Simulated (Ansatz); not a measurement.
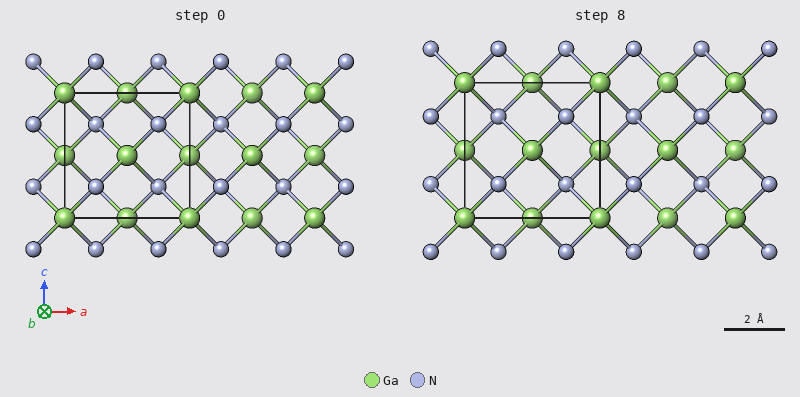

The structure of a crystal of GaN (built on the zincblende type) before (left) and after (right) a relaxation, at one scale.

The picture is a ball-and-stick view of the conventional cell (4 times the calculation's cell), repeated 2 × 1 × 1 with one cell outlined, seen along the b axis. Lengths and directions refer to the drawn axes.

The calculation used DFT, PBE, plane waves, PAW (Ansatz).

Input file:
```yaml
crystal:
  lattice:
    - [0.0, 2.1007466895, 2.1007466895]
    - [2.1007466895, 0.0, 2.1007466895]
    - [2.1007466895, 2.1007466895, 0.0]
  atoms:
    - { symbol: Ga, position: [0.0, 0.0, 0.0] }
    - { symbol: "N", position: [0.25, 0.25, 0.25] }
kpoints:
  mp_grid: { grid: [10, 10, 10] }
hamiltonian:
  xc: pbe
scf:
  occupations: { method: fermi_dirac, width: 0.02 }
relax:
  f_tol: 0.005
  cell: {}
output:
  write_density: true
  write_potential: true
  elf: true
  volumetric_format: npy
```

Command:
```bash
ansatz run input.yaml --threads 2 --pin off --max-ram 2211MiB --backend cpu --events-out ev --progress --plain --runs-dir out
```

Describe what moved and what it gained.

Answer. The atoms keep their places relative to the cell (all moves are under 0.005 Å). Cell: a = b = c 4.201 → 4.548 Å (+8.3 %). Volume +26.9 %. Some distances before and after: Ga1–N2 1.819 → 1.969 Å. The space group stays F-43m (No. 216). The energy falls by 433 meV per atom in 6 accepted moves (8 points after the start). All forces vanish by symmetry, so only the cell relaxes. The pressure goes from 68.76 to 0.02 GPa. The SCF was repeated twice at an unchanged geometry on a basis and grid sized afresh for the cell, which shifted the energy by 22.4 meV per atom at most.
